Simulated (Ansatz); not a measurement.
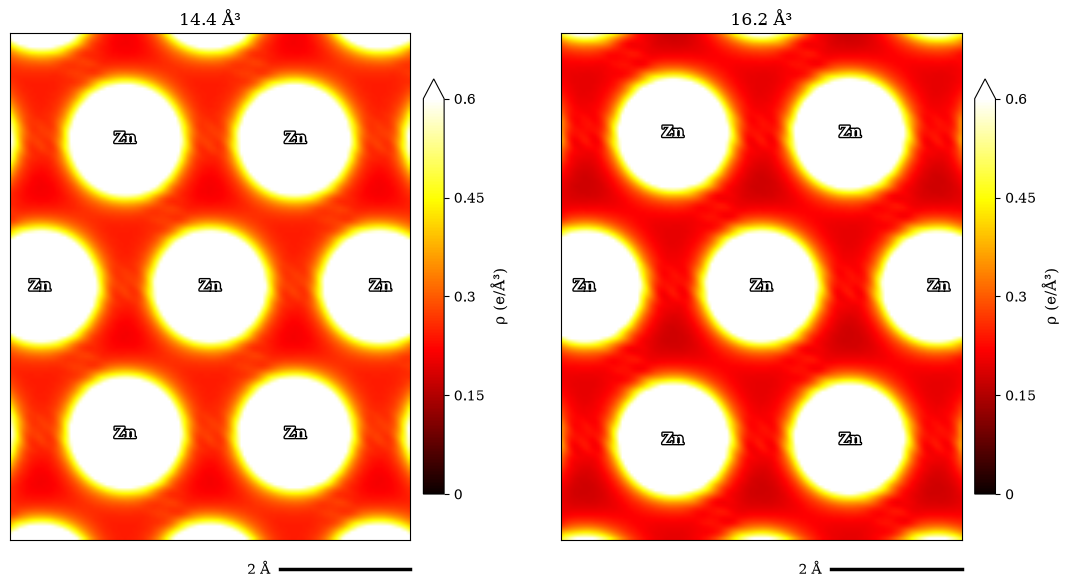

Zn. The valence pseudo-density of cells scaled evenly to different volumes (given per atom above each panel), on the (001) plane of each (indices in the axes of the cell below), at one length scale and on one colour scale.

All numbers below come from Kohn-Sham DFT of a periodic cell, r2SCAN, Ansatz PAW (Ansatz).

In a PAW calculation such maps are meaningful between the atoms, not at the nuclei.

The largest cell:

```
Zn
1.0
     2.72237    0.00000    0.00000
    -1.36118    2.35764    0.00000
     0.00000    0.00000    5.06340
Zn
2
Direct
  0.66667 0.33333 0.75000
  0.33333 0.66667 0.25000
```

| volume (Å³/atom) | Zn–Zn contact in the plane (Å) | ρ at its midpoint (e/Å³) | pressure (GPa) | 
| --- | --- | --- | --- |
| 14.41 | 2.615 | 0.268 | 0.1 | 
| 14.72 | 2.634 | ? | ? | 
| 16.25 | 2.722 | 0.230 | −8.0 | 

Question: Estimate the missing row, and compare with the calculation.

Answer: Over the known rows ln ρ falls by 1.43 per Å of Zn–Zn distance (the line through the two), which gives 0.261 e/Å³ at 2.634 Å; the calculation gives 0.261 e/Å³. For the pressure, a straight line in volume between the neighbouring rows gives −1.3 GPa; the calculation gives −1.7, lower because pressure rises ever faster on compression.
